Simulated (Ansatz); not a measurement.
The calculation's input:

```
crystal:
  lattice:
    - [2.708938333, -2.7094791407, 0.0]
    - [2.708938333, 2.7094791407, 0.0]
    - [0.0, 0.0, 9.5093374879]
  atoms:
    - { symbol: Sn, position: [-1.51353e-05, 1.51353e-05, 0.0006772474] }
    - { symbol: Sn, position: [1.51353e-05, -1.51353e-05, 0.5006772474] }
    - { symbol: Sn, position: [0.5000222352, 0.4999777648, 0.2563304332] }
    - { symbol: Sn, position: [0.4999777648, 0.5000222352, 0.7563304332] }
    - { symbol: O, position: [1.0000806534, 0.4998861384, 0.3784961597] }
    - { symbol: O, position: [-8.06534e-05, 0.5001138616, 0.8784961597] }
    - { symbol: O, position: [0.5001138616, -8.06534e-05, 0.3784961597] }
    - { symbol: O, position: [0.4998861384, 1.0000806534, 0.8784961597] }
basis:
  ecutwfc: 420
kpoints:
  mp_grid: { grid: [10, 10, 4] }
hamiltonian:
  xc: pbe
  dispersion: d3bj
scf:
  occupations: { method: gaussian, width: 0.1 }
output:
  forces: true
  stress: true
  eigenvalues: true
  write_density: true
  write_potential: true
  elf: true
  volumetric_format: npy
relax:
  adjacent_minimum: "off"
  f_tol: 0.005
  max_steps: 80
  cell: { stress_tol: 0.05 }
```

Command:

```sh
ansatz run input.yaml --threads 1 --pin off --max-ram 3072MiB --backend cpu --events-out ev --progress --plain --runs-dir out
```

The fields are those of the relaxed geometry.

Space group P4/nmm.

Method: Ansatz, DFT PBE+D3(BJ), scalar-relativistic, plane waves, PAW.

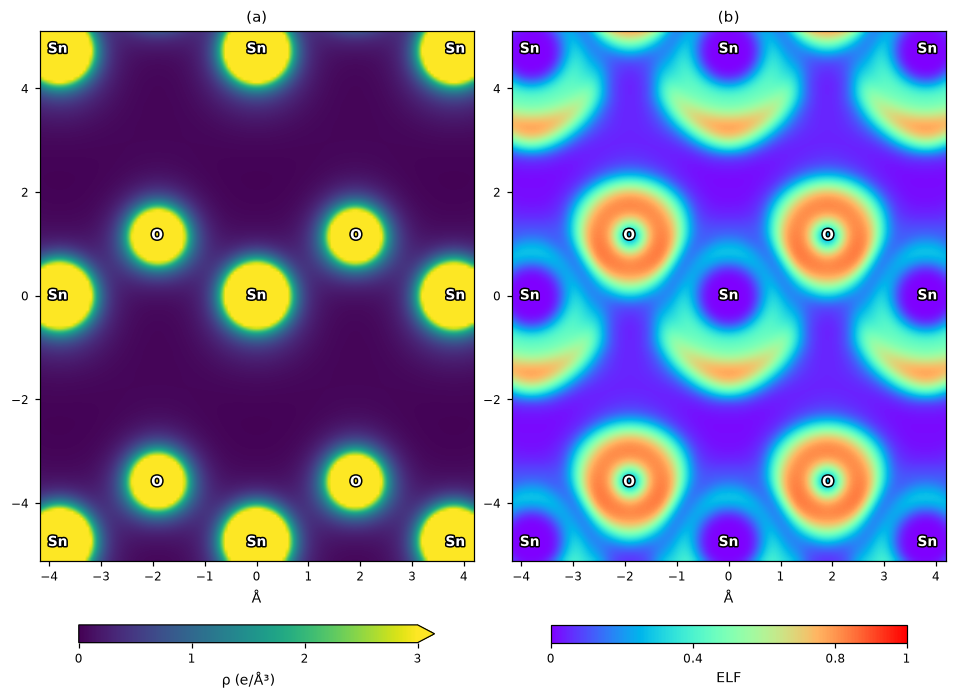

SnO. (a) valence charge density (pseudo); (b) electron localisation function on the (010) plane of the calculation cell.

The density is the valence pseudo-density of a PAW calculation; it isn't the true density close to the nuclei.

### Describe what can be read from this map.

The plane passes through Sn and O nuclei.
Sn–O (2.24 Å): ρ is about 0.46 e/Å³ halfway; the ELF peaks at about 0.85 in the valence shell of O, 0.6 Å from its nucleus, and is about 0.20 at the midpoint: no localised pair shows between them.
Between the atoms the lowest density in this plane is 0.02 e/Å³.

### Does the calculation make it a metal, or give it a gap?

It is metallic or semimetallic at this level of theory: no gap opens.
